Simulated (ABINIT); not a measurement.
# HgTe: optical-spectrum calculation (part 2 of 2)

Continued. System: HgTe (F-43m, 2 atoms in the cell). Method: Kohn-Sham DFT of a periodic cell, PBEsol, PseudoDojo NC SR PBEsol v0.4.1 standard, no spin polarisation (ABINIT 10.8.3); cutoff 925.19 eV, 6×6×6 k-mesh, fermi-dirac of 0.05 eV. The structure derives from an entry of the Crystallography Open Database.

Geometry of the input (Å; fractional positions):
```
0.0000  3.2600  3.2600
3.2600  0.0000  3.2600
3.2600  3.2600  0.0000
Hg 0.0000  0.0000  0.0000
Te 0.7500  0.7500  0.7500
```

## The program's output, continued
```
--- !ResultsGS
iteration_state: {dtset: 1, }
comment   : Summary of ground state results
lattice_vectors:
- [  0.0000000,   6.1604935,   6.1604935, ]
- [  6.1604935,   0.0000000,   6.1604935, ]
- [  6.1604935,   6.1604935,   0.0000000, ]
lattice_lengths: [   8.71225,    8.71225,    8.71225, ]
lattice_angles: [ 60.000,  60.000,  60.000, ] # degrees, (23, 13, 12)
lattice_volume:   4.6760215E+02
convergence: {deltae:  8.697E-12, res2:  5.300E-15, residm:  3.127E-06, diffor: null, }
etotal    :  -2.71241851E+02
entropy   :   0.00000000E+00
fermie    :   1.67509544E-01
cartesian_stress_tensor: # hartree/bohr^3
- [  4.98635869E-06,   0.00000000E+00,   0.00000000E+00, ]
- [  0.00000000E+00,   4.98635869E-06,   0.00000000E+00, ]
- [  0.00000000E+00,   0.00000000E+00,   4.98635869E-06, ]
pressure_GPa:  -1.4670E-01
xred      :
- [  0.0000E+00,   0.0000E+00,   0.0000E+00, Hg]
- [  7.5000E-01,   7.5000E-01,   7.5000E-01, Te]
cartesian_forces: # hartree/bohr
- [ -0.00000000E+00,  -0.00000000E+00,  -0.00000000E+00, ]
- [ -0.00000000E+00,  -0.00000000E+00,  -0.00000000E+00, ]
force_length_stats: {min:   0.00000000E+00, max:   0.00000000E+00, mean:   0.00000000E+00, }
...

 Integrated electronic density in atomic spheres:
 ------------------------------------------------
 Atom  Sphere_radius  Integrated_density
    1        2.00000         16.50541311
    2        2.00000         11.93596117
================================================================================

 ----iterations are completed or convergence reached----

 Mean square residual over all n,k,spin=   65.544E-10; max=  31.274E-07
 reduced coordinates (array xred) for    2 atoms
       0.000000000000      0.000000000000      0.000000000000
       0.750000000000      0.750000000000      0.750000000000
 rms dE/dt=  0.0000E+00; max dE/dt=  0.0000E+00; dE/dt below (all hartree)
    1       0.000000000000      0.000000000000      0.000000000000
    2       0.000000000000      0.000000000000      0.000000000000

 cartesian coordinates (angstrom) at end:
    1      0.00000000000000     0.00000000000000     0.00000000000000
    2      4.88998912510580     4.88998912510580     4.88998912510580

 cartesian forces (hartree/bohr) at end:
    1     -0.00000000000000    -0.00000000000000    -0.00000000000000
    2     -0.00000000000000    -0.00000000000000    -0.00000000000000
 frms,max,avg= 0.0000000E+00 0.0000000E+00   0.000E+00  0.000E+00  0.000E+00 h/b

 cartesian forces (eV/Angstrom) at end:
    1     -0.00000000000000    -0.00000000000000    -0.00000000000000
    2     -0.00000000000000    -0.00000000000000    -0.00000000000000
 frms,max,avg= 0.0000000E+00 0.0000000E+00   0.000E+00  0.000E+00  0.000E+00 e/A
 length scales=  8.712253416130  8.712253416130  8.712253416130 bohr
              =  4.610325960300  4.610325960300  4.610325960300 angstroms
 Fermi (or HOMO) energy (hartree) =   0.16751   Average Vxc (hartree)=  -0.34441
 Eigenvalues (hartree) for nkpt=  28  k points:
 kpt#   1, nband= 22, wtk=  0.02778, kpt= -0.0833 -0.1667  0.0000 (reduced coord)
  -4.06602   -2.16520   -2.16520   -2.16520   -1.18519   -1.18519   -1.18518   -1.18494
  -1.18493   -0.26963   -0.10180   -0.10096   -0.10075   -0.08446   -0.08371    0.08046
   0.14499    0.14642    0.19913    0.29761    0.33765    0.33922
      occupation numbers for kpt#   1
   2.00000    2.00000    2.00000    2.00000    2.00000    2.00000    2.00000    2.00000
   2.00000    2.00000    2.00000    2.00000    2.00000    2.00000    2.00000    2.00000
   1.99999    1.99998    0.00000    0.00000    0.00000    0.00000
 prteigrs : prtvol=0 or 1, do not print more k-points.

--- !EnergyTerms
iteration_state     : {dtset: 1, }
comment             : Components of total free energy in Hartree
kinetic             :  1.04488074656934E+02
hartree             :  8.29794047220551E+01
xc                  : -5.18083078126133E+01
Ewald energy        : -1.42882569332221E+02
psp_core            :  5.18529768716217E+00
local_psp           : -2.45575198697661E+02
non_local_psp       : -2.36285471553198E+01
internal            : -2.71241845931664E+02
'-kT*entropy'       : -5.50173828799238E-06
total_energy        : -2.71241851433402E+02
total_energy_eV     : -7.38086678542931E+03
band_energy         : -3.39799778788037E+01
...

 Cartesian components of stress tensor (hartree/bohr^3)
  sigma(1 1)=  4.98635869E-06  sigma(3 2)=  0.00000000E+00
  sigma(2 2)=  4.98635869E-06  sigma(3 1)=  0.00000000E+00
  sigma(3 3)=  4.98635869E-06  sigma(2 1)=  0.00000000E+00

-Cartesian components of stress tensor (GPa)         [Pressure= -1.4670E-01 GPa]
- sigma(1 1)=  1.46703738E-01  sigma(3 2)=  0.00000000E+00
- sigma(2 2)=  1.46703738E-01  sigma(3 1)=  0.00000000E+00
- sigma(3 3)=  1.46703738E-01  sigma(2 1)=  0.00000000E+00

================================================================================
== DATASET  2 ==================================================================

--- !DatasetInfo
iteration_state: {dtset: 2, }
dimensions: {natom: 2, nkpt: 28, mband: 28, nsppol: 1, nspinor: 1, nspden: 1, mpw: 4447, }
cutoff_energies: {ecut:  34.0, pawecutdg:  -1.0, }
electrons: {nelect:   3.60000000E+01, charge:   0.00000000E+00, occopt:   3.00000000E+00, tsmear:   1.83746611E-03, }
meta: {optdriver: 0, ionmov: 0, optcell: 0, iscf: -3, paral_kgb: 0, }
...

 mkfilename : getden/=0, take file _DEN from output of DATASET   1.

 Real(R)+Recip(G) space primitive vectors, cartesian coordinates (Bohr,Bohr^-1):
 R(1)=  0.0000000  6.1604935  6.1604935  G(1)= -0.0811623  0.0811623  0.0811623
 R(2)=  6.1604935  0.0000000  6.1604935  G(2)=  0.0811623 -0.0811623  0.0811623
 R(3)=  6.1604935  6.1604935  0.0000000  G(3)=  0.0811623  0.0811623 -0.0811623
 Unit cell volume ucvol=  4.6760215E+02 bohr^3
 Angles (23,13,12)=  6.00000000E+01  6.00000000E+01  6.00000000E+01 degrees

 getcut: wavevector=  0.0000  0.0000  0.0000  ngfft=  48  48  48
         ecut(hartree)=     34.000   => boxcut(ratio)=   2.09897
--------------------------------------------------------------------------------

================================================================================

--- !BeginCycle
iteration_state: {dtset: 2, }
solver: {iscf: -3, nstep: 120, nline: 4, wfoptalg: 0, }
tolerances: {tolwfr: 1.00E-12, }
...

     iter   Etot(hartree)      deltaE(h)  residm     vres2
 Non-SCF case, kpt    1 ( -0.08333 -0.16667  0.00000), residuals and eigenvalues=
  3.05E-13  9.85E-13  5.09E-13  8.44E-13  5.74E-13  5.78E-13  7.69E-13  6.17E-13
  2.17E-13  7.72E-13  8.83E-13  3.23E-13  6.72E-13  3.69E-13  4.47E-13  3.15E-13
  4.68E-13  2.77E-13  4.03E-13  4.95E-13  5.10E-13  9.16E-13  2.24E-13  6.24E-13
  2.47E-12  9.69E-13  2.30E-10  3.69E-09
 -4.0660E+00 -2.1652E+00 -2.1652E+00 -2.1652E+00 -1.1852E+00 -1.1852E+00
 -1.1852E+00 -1.1849E+00 -1.1849E+00 -2.6963E-01 -1.0180E-01 -1.0096E-01
 -1.0075E-01 -8.4457E-02 -8.3715E-02  8.0461E-02  1.4499E-01  1.4642E-01
  1.9913E-01  2.9761E-01  3.3765E-01  3.3922E-01  4.4289E-01  4.5492E-01
  5.0178E-01  5.2385E-01  5.6282E-01  5.8789E-01
 prteigrs : prtvol=0 or 1, do not print more k-points.

--- !ResultsGS
iteration_state: {dtset: 2, }
comment   : Summary of ground state results
lattice_vectors:
- [  0.0000000,   6.1604935,   6.1604935, ]
- [  6.1604935,   0.0000000,   6.1604935, ]
- [  6.1604935,   6.1604935,   0.0000000, ]
lattice_lengths: [   8.71225,    8.71225,    8.71225, ]
lattice_angles: [ 60.000,  60.000,  60.000, ] # degrees, (23, 13, 12)
lattice_volume:   4.6760215E+02
convergence: {deltae:  0.000E+00, res2:  0.000E+00, residm:  9.916E-13, diffor:  0.000E+00, }
etotal    :  -2.71241851E+02
entropy   :   0.00000000E+00
fermie    :   1.67509544E-01
cartesian_stress_tensor: null
pressure_GPa: null
xred      :
- [  0.0000E+00,   0.0000E+00,   0.0000E+00, Hg]
- [  7.5000E-01,   7.5000E-01,   7.5000E-01, Te]
cartesian_forces: null
force_length_stats: {min: null, max: null, mean: null, }
...

 Integrated electronic density in atomic spheres:
 ------------------------------------------------
 Atom  Sphere_radius  Integrated_density
    1        2.00000         16.50541308
    2        2.00000         11.93596118
================================================================================

 ----iterations are completed or convergence reached----

 Mean square residual over all n,k,spin=   48.480E-14; max=  99.158E-14
 reduced coordinates (array xred) for    2 atoms
       0.000000000000      0.000000000000      0.000000000000
       0.750000000000      0.750000000000      0.750000000000

 cartesian coordinates (angstrom) at end:
    1      0.00000000000000     0.00000000000000     0.00000000000000
    2      4.88998912510580     4.88998912510580     4.88998912510580
 length scales=  8.712253416130  8.712253416130  8.712253416130 bohr
              =  4.610325960300  4.610325960300  4.610325960300 angstroms
 Eigenvalues (hartree) for nkpt=  28  k points:
 kpt#   1, nband= 28, wtk=  0.02778, kpt= -0.0833 -0.1667  0.0000 (reduced coord)
  -4.06602   -2.16520   -2.16520   -2.16520   -1.18519   -1.18519   -1.18518   -1.18494
  -1.18493   -0.26963   -0.10180   -0.10096   -0.10075   -0.08446   -0.08371    0.08046
   0.14499    0.14642    0.19913    0.29761    0.33765    0.33922    0.44289    0.45492
   0.50178    0.52385    0.56282    0.58789
      occupation numbers for kpt#   1
   2.00000    2.00000    2.00000    2.00000    2.00000    2.00000    2.00000    2.00000
   2.00000    2.00000    2.00000    2.00000    2.00000    2.00000    2.00000    2.00000
   1.99999    1.99998    0.00000    0.00000    0.00000    0.00000    0.00000    0.00000
   0.00000    0.00000    0.00000    0.00000
 prteigrs : prtvol=0 or 1, do not print more k-points.

--- !EnergyTerms
iteration_state     : {dtset: 2, }
comment             : Components of total free energy in Hartree
kinetic             :  1.04488075049409E+02
hartree             :  8.29794047220551E+01
xc                  : -5.18083078126133E+01
Ewald energy        : -1.42882569332221E+02
psp_core            :  5.18529768716217E+00
local_psp           : -2.45575198697661E+02
non_local_psp       : -2.36285476738665E+01
internal            : -2.71241846057736E+02
'-kT*entropy'       : -5.50173829228039E-06
total_energy        : -2.71241851559474E+02
...

--- !EnergyTermsDC
iteration_state     : {dtset: 2, }
comment             : '"Double-counting" decomposition of free energy'
band_energy         : -3.39799778658679E+01
Ewald energy        : -1.42882569332221E+02
psp_core            :  5.18529768716217E+00
xc_dc               : -9.95645964207422E+01
internal            : -2.71241845931669E+02
'-kT*entropy'       : -5.50173829228039E-06
total_energy_dc     : -2.71241851433407E+02
...

================================================================================
== DATASET  3 ==================================================================

--- !DatasetInfo
iteration_state: {dtset: 3, }
dimensions: {natom: 2, nkpt: 28, mband: 24, nsppol: 1, nspinor: 1, nspden: 1, mpw: 4447, }
cutoff_energies: {ecut:  34.0, pawecutdg:  -1.0, }
electrons: {nelect:   3.60000000E+01, charge:   0.00000000E+00, occopt:   3.00000000E+00, tsmear:   1.83746611E-03, }
meta: {optdriver: 8, wfk_task: 7, }
...

 mkfilename : getwfk/=0, take file _WFK from output of DATASET   2.

--------------------------------------------------------------------------------

 Computation of velocity matrix elements (DDK)

 Parameters extracted from the Abinit header:
    ecut:     34.0
    nkpt:    864
    mband:   28
    nsppol:  1
    nspinor: 1
    useylm:  0
    inclvkb: 2
    bmin: 1, bmax: 28
    Computing diagonal and off-diagonal matrix elements
    Between band index bmin: 1, bmax: 28

== END DATASET(S) ==============================================================
================================================================================

 -outvars: echo values of variables after computation  --------
            acell      8.7122534161E+00  8.7122534161E+00  8.7122534161E+00 Bohr
           etotal1    -2.7124185143E+02
           etotal2    -2.7124185143E+02
           etotal3     0.0000000000E+00
            fcart1    -0.0000000000E+00 -0.0000000000E+00 -0.0000000000E+00
                      -0.0000000000E+00 -0.0000000000E+00 -0.0000000000E+00
            fcart3     0.0000000000E+00  0.0000000000E+00  0.0000000000E+00
                       0.0000000000E+00  0.0000000000E+00  0.0000000000E+00
            rprim      0.0000000000E+00  7.0710678120E-01  7.0710678120E-01
                       7.0710678120E-01  0.0000000000E+00  7.0710678120E-01
                       7.0710678120E-01  7.0710678120E-01  0.0000000000E+00
           strten1     4.9863586888E-06  4.9863586888E-06  4.9863586888E-06
                       0.0000000000E+00  0.0000000000E+00  0.0000000000E+00
           strten3     0.0000000000E+00  0.0000000000E+00  0.0000000000E+00
                       0.0000000000E+00  0.0000000000E+00  0.0000000000E+00
           xangst      0.0000000000E+00  0.0000000000E+00  0.0000000000E+00
                       4.8899891251E+00  4.8899891251E+00  4.8899891251E+00
             xred      0.0000000000E+00  0.0000000000E+00  0.0000000000E+00
                       7.5000000000E-01  7.5000000000E-01  7.5000000000E-01
 Calculation completed.
```

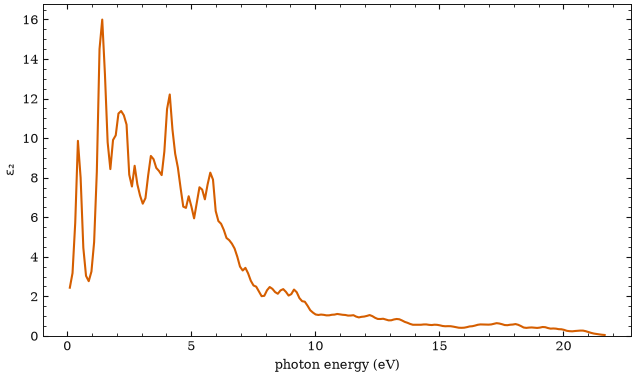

Fig. 1: Imaginary part of the dielectric function (first component that the program prints). The highest peak, 16.0, lies at 1.42 eV.

## Key numbers

| quantity | value |
| --- | --- |
| outcome | converged |
| space group (tolerance 0.01 Å) | F-43m (216) |
| electrons treated | 36 |
| free energy | −7380.8668 eV |
| Fermi energy | 4.558 eV |
| gap on the k-point mesh | 0.46 eV |
| pressure | −0.15 GPa |
| largest force (length of the vector) | under 0.001 eV/Å |
| hardware | 1 thread of Arm Neoverse N1, 24 GiB of memory available, shared host |
| wall time | 8.5 min |
| peak memory | 1.8 GiB |

## Remarks

Points of doubt noted for this run: no intraband term. Spin–orbit coupling is left out, which matters for Hg.
